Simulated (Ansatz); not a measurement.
```xyz
12
Lattice="6.0101 0.0000 0.0000 0.0000 6.0101 0.0000 0.0000 0.0000 6.0101" Properties=species:S:1:pos:R:3 pbc="T T T"
Al    4.5076    1.5025    4.5076
Al    1.5025    4.5076    4.5076
Al    1.5025    1.5025    4.5076
Al    4.5076    4.5076    4.5076
Al    1.5025    1.5025    1.5025
Al    4.5076    4.5076    1.5025
Al    4.5076    1.5025    1.5025
Al    1.5025    4.5076    1.5025
Au    0.0000    0.0000    0.0000
Au    3.0051    3.0051    0.0000
Au    3.0051    0.0000    3.0051
Au    0.0000    3.0051    3.0051
```

Space group Fm-3m; a structure from a database of computed crystals, not necessarily the ambient phase.

Theory: DFT r2SCAN, scalar-relativistic, plane waves, PAW in Ansatz.

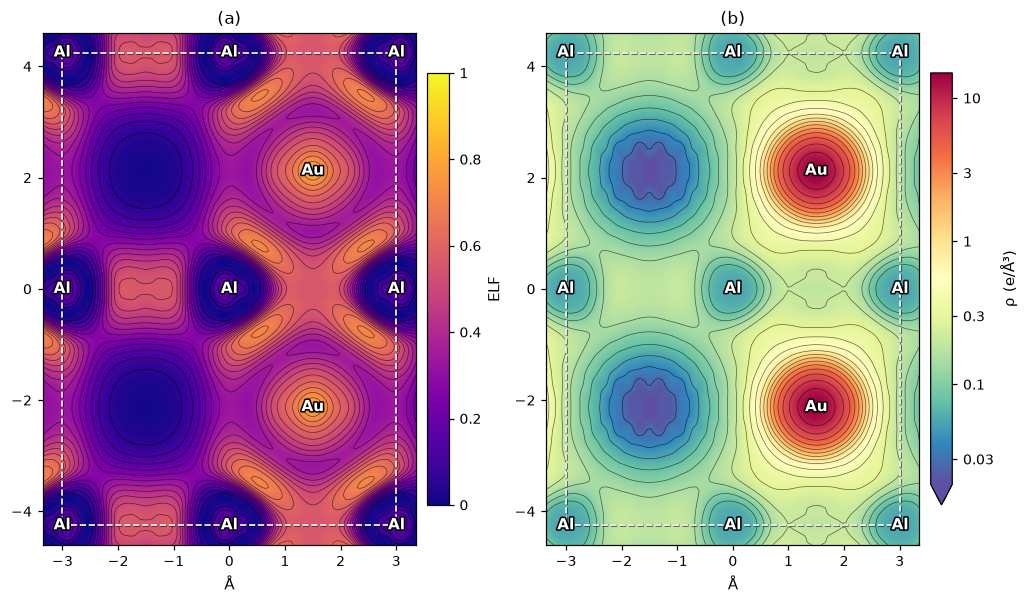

Al$_{2}$Au. (a) ELF; (b) valence pseudo-density on the (110) plane of the conventional cell.

What do the fields say about this system?

Answer.
- Atoms in the plane: Al and Au.
- Al–Au (2.60 Å): ρ at the midpoint is about 0.41 e/Å³; the ELF is about 0.50 at the midpoint.
- Between the atoms the lowest density in this plane is 0.02 e/Å³.
- The features right at Au lie inside the PAW spheres, where the map follows smoothed inner orbitals and isn't to be read closely.
